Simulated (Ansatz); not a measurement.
**Single-point calculation of SiO₂**

System: SiO₂ (6 atoms in the cell).
Method: DFT r2SCAN, scalar-relativistic, plane waves, PAW, no spin polarisation (Ansatz 0.2.0).

The structure derives from a Materials Project entry. Figures and captions count atoms from 1; the log counts them from 0 in places.

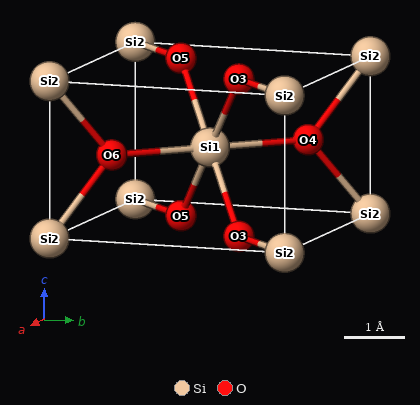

Figure 1. The input geometry (ball-and-stick view of the cell of the calculation, seen slightly off an axis; atoms are numbered from 1 in the order of the input). An atom can appear more than once, as a periodic image.

The input:
```yaml
crystal:
  lattice:
    - [4.1854060778, 0.0, 0.0]
    - [0.0, 4.1854060778, 0.0]
    - [0.0, 0.0, 2.6687449796]
  atoms:
    - { symbol: Si, position: [0.5, 0.5, 0.5] }
    - { symbol: Si, position: [0.0, 0.0, 0.0] }
    - { symbol: O, position: [0.6938852017, 0.6938852017, 0.0] }
    - { symbol: O, position: [0.1938852017, 0.8061147983, 0.5] }
    - { symbol: O, position: [0.3061147983, 0.3061147983, 0.0] }
    - { symbol: O, position: [0.8061147983, 0.1938852017, 0.5] }
basis:
  ecutwfc: 500
kpoints:
  mp_grid: { grid: [6, 6, 8] }
hamiltonian:
  xc: r2scan
scf:
  occupations: { method: gaussian, width: 0.05 }
output:
  forces: true
  stress: true
  eigenvalues: true
  write_density: true
  write_potential: true
  elf: true
  volumetric_format: npy
```

Launch command:
```bash
ansatz run input.yaml --threads 2 --pin off --max-ram 5120MiB --backend cpu --events-out ev --progress --plain --runs-dir out
```

What the program printed:
```
Engine: ansatz 0.2.0, x86_64-unknown-linux-gnu
Pseudopotentials: kind: paw
Pseudopotential: Si, paw, valence charge 4, recommended cutoff 500 eV (meta_gga), Si.paw.azcp
Pseudopotential: O, paw, valence charge 6, recommended cutoff 500 eV (meta_gga), O.paw.azcp
Functional definition: r2SCAN
  parameter k0 = 0.174
  parameter k1 = 0.065
  parameter a1 = 4.9479
  exchange = r2scan_x(k0 = k0, k1 = k1, a1 = a1)
  correlation = r2scan_c
Crystal: 6 atoms, lattice volume = 46.750 Å³
Basis set: ecut = 500 eV, 1177 PW (Γ), exchange–correlation on 128×128×80 points (64 copies of the dense FFT grid, shifted against one another)
Bands: 22, of which v1, the nominal top of the filled ones, is band 16 counted from 1 (15 counted from 0)
Symmetry: 16 space group operations
Space group: P42/mnm (ITA 136), of the structure as read, at distance tolerance 3.6e-5 Å
k-points: 50 of 288
Non-local potential: Si, projectors of the file, l = 0: 2, l = 1: 2, l = 2: 2
Non-local potential: O, projectors of the file, l = 0: 2, l = 1: 2, l = 2: 1
PAW form: soft (Blöchl's): semilocal exchange-correlation on the pseudo side does not see the compensation charge
PAW frozen core: Si, regenerated for the run's functional (the file was generated under x = pbe(κ = 0.804, μ = 0.2195149727645171), c = pbe(β = 0.06672455060314922))
PAW frozen core: O, regenerated for the run's functional (the file was generated under x = pbe(κ = 0.804, μ = 0.2195149727645171), c = pbe(β = 0.06672455060314922))
PAW one-centre angular grid: Si, 302 points (default); XC on 160 Gauss nodes
PAW one-centre angular grid: O, 302 points (default); XC on 160 Gauss nodes
Initial density: superposition of atomic densities (neutral atoms: chi_scale 0, normalization atom), corrected by the library's trained network
Initial wavefunctions: pseudopotential atomic-orbital guess
Functional: x = r2scan, c = r2scan; τ floored in thin density (d = 2e-4 eV/Å³)
SCF iter   1: F=—  HF=-3559.039687 eV  |F-HF|=—  |Δ(HF+E_count)|=         —  Δρ=1.17e-2  dr2=5.86e-2  dr2_τ=5.22e-1  ethr=1.77e-3  ⟨swp⟩=6.1  Hψ=6081  notcnv=0  defer=2
preconditioner: auto → none  [insulator: Δε(μ)=6.455 eV  Ē_g=20.185 eV  σ=0.050 eV  W_gap=1.00  n_scr=10 (ndim 8)  ℏωp=30.7 eV  f_vac=0.000  D(μ)=0.00/eV (n_scr^D=0)  ε∞_Penn≈3.3]
SCF iter   2: F=—  HF=-3559.336143 eV  |F-HF|=—  |Δ(HF+E_count)|=   2.96e-1  Δρ=6.40e-3  dr2=7.24e-3  dr2_τ=1.53e-3  ethr=1.83e-4  ⟨swp⟩=3.0  Hψ=2685  notcnv=0  defer=85
SCF iter   3: F=—  HF=-3559.336978 eV  |F-HF|=—  |Δ(HF+E_count)|=   8.35e-4  Δρ=1.91e-3  dr2=6.50e-4  dr2_τ=1.10e-4  ethr=2.26e-5  ⟨swp⟩=3.0  Hψ=1785  notcnv=0  defer=85
SCF iter   4: F=—  HF=-3559.337032 eV  |F-HF|=—  |Δ(HF+E_count)|=   5.43e-5  Δρ=2.15e-4  dr2=1.17e-5  dr2_τ=1.41e-6  ethr=2.03e-6  ⟨swp⟩=2.6  Hψ=1806  notcnv=0  defer=85
SCF iter   5: F=—  HF=-3559.337031 eV  |F-HF|=—  |Δ(HF+E_count)|=   8.75e-7  Δρ=8.18e-5  dr2=2.59e-6  dr2_τ=1.36e-7  ethr=3.66e-8  ⟨swp⟩=2.0  Hψ=1734  notcnv=0  defer=85
SCF iter   6: F=—  HF=-3559.337031 eV  |F-HF|=—  |Δ(HF+E_count)|=   2.30e-8  Δρ=2.20e-5  dr2=1.76e-7  dr2_τ=4.82e-9  ethr=8.09e-9  ⟨swp⟩=2.8  Hψ=1927  notcnv=0  defer=85
SCF iter   7: F=-3559.337031 eV  HF=-3559.337031 eV  |F-HF|=2.06e-10  |Δ(HF+E_count)|=   2.89e-9  Δρ=1.54e-6  dr2=7.34e-10  dr2_τ=5.82e-11  ethr=3.13e-10  ⟨swp⟩=13.6  Hψ=8165  notcnv=0
SCF 1 converged in 7 iterations: F = -3559.337031 eV  dr2 = 7.34e-10
  greatest PAW one-centre occupation: 0.868 electrons in one spin orbital (limit 2), on the O atom at site 5 (counted from 0), in its partial waves of l = 0
```

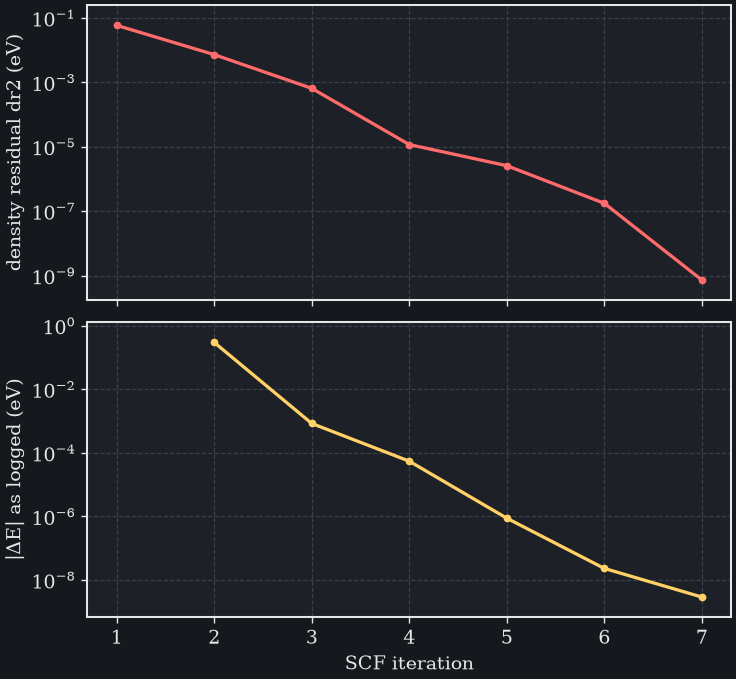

Figure 2. Convergence of the self-consistent field: density residual dr2 and size of the energy change against the SCF iteration. The residual falls at every step.

```
SCF converged after 7 iterations
Free energy (F): -3559.337031 eV
Harris-Foulkes:  -3559.337031 eV  (|F-HF|=2.06e-10)
Internal energy: -3559.337031 eV  (E = F + TS)
E sigma→0 (E₀):  -3559.337031 eV
Fermi energy:    13.371690 eV
--- Per-component energies (eV) ---
  E_band       = 42.544030
  E_kinetic    = 820.119290
  E_local      = -1224.697940  (includes V_loc(G=0)·N_el)
  E_nonlocal   = 231.723322
  E_hartree    = 437.811379
  E_xc         = -404.025250
  E_vxc        = -533.684522  (∫ρ·V_xc dr)
  E_paw        = -1683.067560  (= ΣΔE_a)
  E_vpaw       = -158.447116  (= ΣTr[D̂ρ^β])
  E_aug_tail   = 0.004657  (compensation charges beyond the density's cutoff)
  E_vtau       = 31.904439  (kinetic-family band-sum trace: ∫τ·v_τ [+ j·A + Jᵃ·Aᵃ] dr)
  E_ewald      = -1736.924299
  E_core_change = -0.280630  (= ΣΔE_core)
  E_smearing   = -0.000000  (= −TS)
  E_closure    = -0.000000  (closes the sum)
  Σ components = -3559.337031   (vs F -3559.337031, Δ=0.00e0)
--- Forces (eV/Å), atoms counted from 1 ---
  atom   1  Si     0.00000000    -0.00000000     0.00000000
  atom   2  Si     0.00000000     0.00000000     0.00000000
  atom   3  O      0.00115631     0.00115631     0.00000000
  atom   4  O      0.00115631    -0.00115631     0.00000000
  atom   5  O     -0.00115631    -0.00115631     0.00000000
  atom   6  O     -0.00115631     0.00115631     0.00000000
  max |Σ_I F_I| component: 1.73e-18 eV/Å
--- Stress (GPa, compression-positive) ---
       -0.019545       0.000000       0.000000
        0.000000      -0.019545       0.000000
        0.000000       0.000000       0.006809
  P = ⅓ Tr σ = -0.0108 GPa (-0.108 kbar)
--- Band table (eV; the first three rows and the last of 50) ---
  k-point 0: bands = ["-13.3919", "-9.8179", "-9.8179", "-9.5548", "-0.8996", "3.6375", "3.6375", "3.8108", "4.6820", "4.9619", "6.9590", "6.9590", "7.6154", "9.2372", "9.2372", "10.1159", "16.6275", "17.7845", "19.6230", "19.6230", "22.2010", "22.9654"]
  k-point 1: bands = ["-13.1838", "-9.7149", "-9.7149", "-9.5396", "-0.8097", "3.8149", "3.8149", "4.0416", "4.1296", "4.6663", "6.2738", "6.2738", "6.8907", "9.0810", "9.0810", "9.9229", "17.3732", "18.9002", "20.5410", "20.5410", "21.5074", "23.7739"]
  k-point 2: bands = ["-12.5885", "-9.5950", "-9.4508", "-9.4508", "-0.6017", "3.2759", "3.5747", "4.3066", "4.3066", "4.7125", "4.8736", "4.8736", "5.6764", "8.5936", "8.5936", "9.3144", "18.5949", "21.0492", "21.3169", "22.4994", "22.4994", "24.9246"]
  k-point 49: bands = ["-10.4100", "-10.4100", "-9.2517", "-9.2517", "-0.7255", "-0.7255", "1.8819", "1.8819", "5.5327", "5.5327", "5.6172", "5.6172", "8.3386", "8.3386", "8.5146", "8.5146", "18.3024", "18.3024", "22.1401", "22.1401", "22.9345", "22.9345"]
```

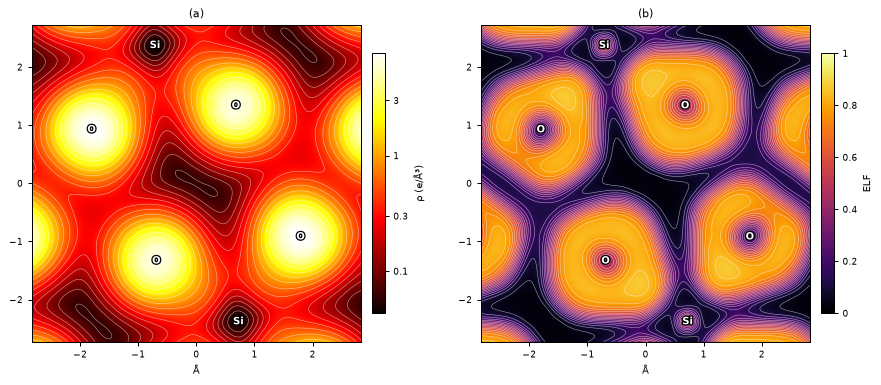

Figure 3. (a) valence pseudo-density; (b) ELF on the (111) plane of the conventional cell. The section cuts through Si and O sites. Away from the nuclei the density in this plane falls to 0.06 e/Å³ at its lowest. The fields are those of the smooth PAW valence density.

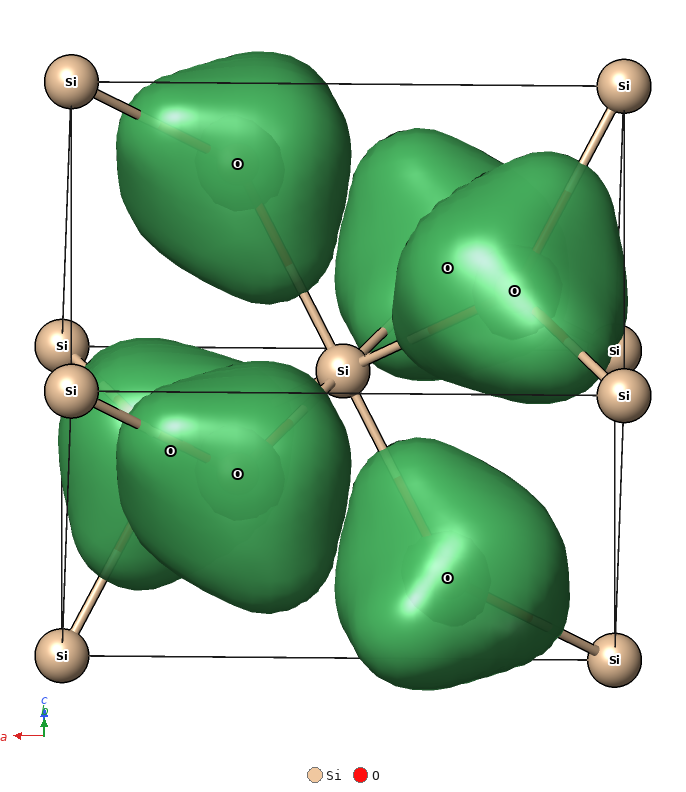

Figure 4. Isosurface of the electron localisation function at 0.65 (green), seen at an oblique angle. Core shells and regions of very low density are left out. Sticks mark near contacts. The outline is the cell set on symmetry axes. Profiles from the grid: Si–O (1.76 Å): the ELF peaks at about 0.85 between the atoms (a polar covalent bond). Si–O (1.81 Å): the ELF peaks at about 0.90 between the atoms (a shared but strongly polarised pair).

Results in brief:

```tsv
quantity	value
outcome	converged
space group (tolerance 0.01 Å)	P4₂/mnm (136)
electrons treated	32
free energy	−3559.3370 eV
Fermi energy	13.372 eV
gap on the k-point mesh	6.51 eV
pressure	−0.01 GPa
largest force (length of the vector)	0.002 eV/Å
hardware	2 threads of Oxide Virtual Turin-like (Zen 5), 32 GiB of memory available, shared host
wall time	2.4 s (CPU time 4.5 s)
peak memory	0.47 GiB
```
